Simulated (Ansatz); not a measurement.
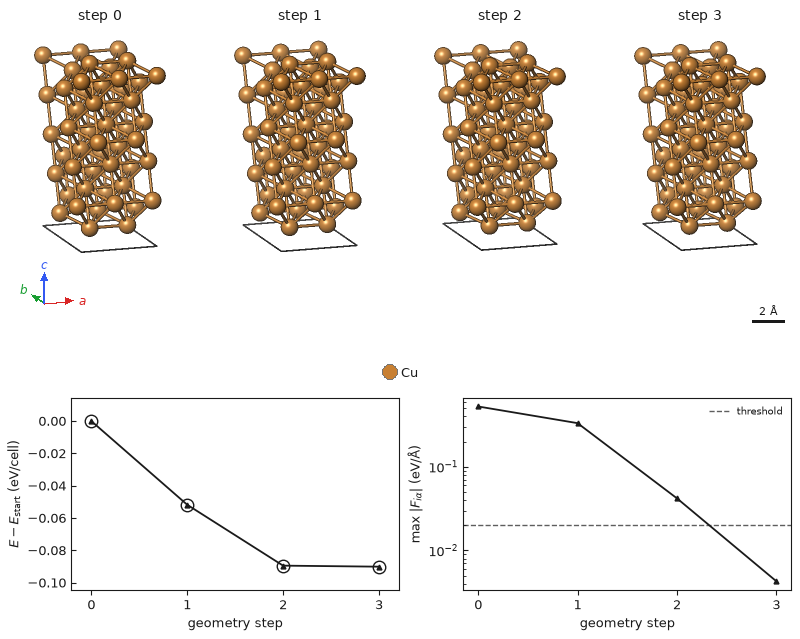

Frames of a relaxation of a slab of composition Cu (cut from the Fm-3m phase), marked on the history of the run. Style: ball-and-stick. Shown: the 2 × 1 repeat of the cell, outlined in the plane, without the vacuum, slightly off an axis.

Case: (2 2 1) slab, atoms relaxed. The slab is the (2 2 1) face of Cu.

Theory: DFT PBEsol, scalar-relativistic, plane waves, PAW (Ansatz). (plane-wave cutoff 420 eV; k-point mesh 14 × 5 × 1; occupations gaussian; smearing width 0.1 eV; no spin polarisation; dipole correction; atoms relaxed in a fixed cell; force threshold 0.02 eV/Å; at most 60 steps)

> What happens along the run?

After 3 geometry steps the energy has fallen by 90.1 meV per cell of the calculation. Largest force component: 0.53 eV/Å at the start, 0.0043 eV/Å at the end. The largest moves, 0.14 Å, are those of Cu atoms. The cell doesn't change. Among the contacts that change: Cu–Cu 2.520 → 2.419 Å, Cu–Cu 2.520 → 2.457 Å, Cu–Cu 2.520 → 2.568 Å, Cu–Cu 2.520 → 2.484 Å. Cost: 5.8 min on 4 threads of Intel(R) Xeon(R) 6975P-C (Granite Rapids) (shared host), peak memory 3.3 GiB. From step 0 to 1: Cu atoms move most (0.05 Å), energy −51.8 meV per cell of the calculation. From step 1 to 2: Cu atoms move most (0.09 Å), energy −37.7 meV per cell of the calculation. From step 2 to 3: energy −0.6 meV per cell of the calculation.

```tsv
step	E − E(0), meV/atom	largest force component, eV/Å
0	0.00	0.5258
1	-2.72	0.3323
2	-4.71	0.0420
3	-4.74	0.0043
```
